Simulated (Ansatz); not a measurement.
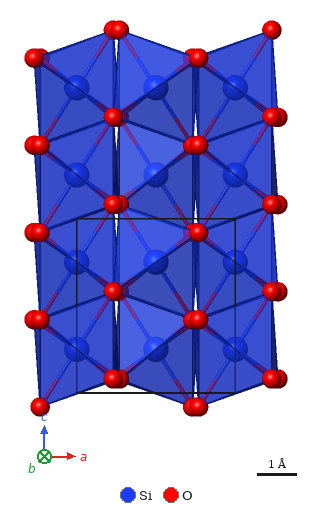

Starting structure of a crystal of SiO2 (set up in Pbcn) (coarse preliminary run). The picture is a polyhedral view of the cell of the calculation, repeated 1 × 1 × 2 with one cell outlined, seen along the b axis.

All numbers below come from DFT r2SCAN, scalar-relativistic, plane waves, PAW (Ansatz 0.2.0).

Input file:
```yaml
crystal:
  lattice:
    - [4.114123, 0.0, 0.0]
    - [0.0, 5.081248, 0.0]
    - [0.0, 0.0, 4.527163]
  atoms:
    - { symbol: Si, position: [0.5, 0.347689, 0.75] }
    - { symbol: Si, position: [0.0, 0.152311, 0.25] }
    - { symbol: Si, position: [0.5, 0.652311, 0.25] }
    - { symbol: Si, position: [0.0, 0.847689, 0.75] }
    - { symbol: O, position: [0.269101, 0.617578, 0.579969] }
    - { symbol: O, position: [0.769101, 0.882422, 0.420031] }
    - { symbol: O, position: [0.230899, 0.882422, 0.079969] }
    - { symbol: O, position: [0.730899, 0.617578, 0.920031] }
    - { symbol: O, position: [0.269101, 0.382422, 0.079969] }
    - { symbol: O, position: [0.769101, 0.117578, 0.920031] }
    - { symbol: O, position: [0.230899, 0.117578, 0.579969] }
    - { symbol: O, position: [0.730899, 0.382422, 0.420031] }
basis:
  ecutwfc: 500
kpoints:
  mp_grid: { grid: [6, 4, 4] }
hamiltonian:
  xc: r2scan
scf:
  occupations: { method: gaussian, width: 0.1 }
output:
  forces: true
  stress: true
  eigenvalues: true
relax:
  adjacent_minimum: "off"
  f_tol: 0.05
  max_steps: 80
  cell: { stress_tol: 0.5 }
```

Launched with:
```bash
ansatz run input.yaml --threads 2 --pin off --max-ram 5120MiB --backend cpu --events-out ev --progress --plain --runs-dir out
```

Predict the outcome.

After 2 accepted moves (3 points after the start) the energy has fallen by 87.4 meV per cell of the calculation. The largest force component goes from 0.094 to 0.014 eV/Å. Pressure: −9.68 GPa at the start and 0.30 GPa at the end. The SCF was repeated once at an unchanged geometry on a basis and grid sized afresh for the cell, which shifted the energy by 2.3 meV per cell of the calculation at most. The atoms keep their places relative to the cell (all moves are under 0.005 Å). The volume changes by −3.1 %, with a 4.114 → 4.071 Å (−1.0 %), b 5.081 → 5.030 Å (−1.0 %), c 4.527 → 4.480 Å (−1.0 %). Near-neighbour distances that change, for instance: Si1–O10 1.785 → 1.765 Å, Si1–O5 1.837 → 1.818 Å, Si1–O12 1.779 → 1.762 Å. The space group stays Pbcn (No. 60). The run took 39 s on 2 threads of Intel(R) Xeon(R) Platinum 8488C (Sapphire Rapids), with other jobs on the host, peak memory 0.69 GiB.

After the run, drawn alike:

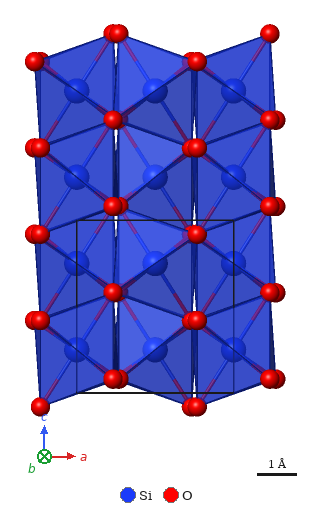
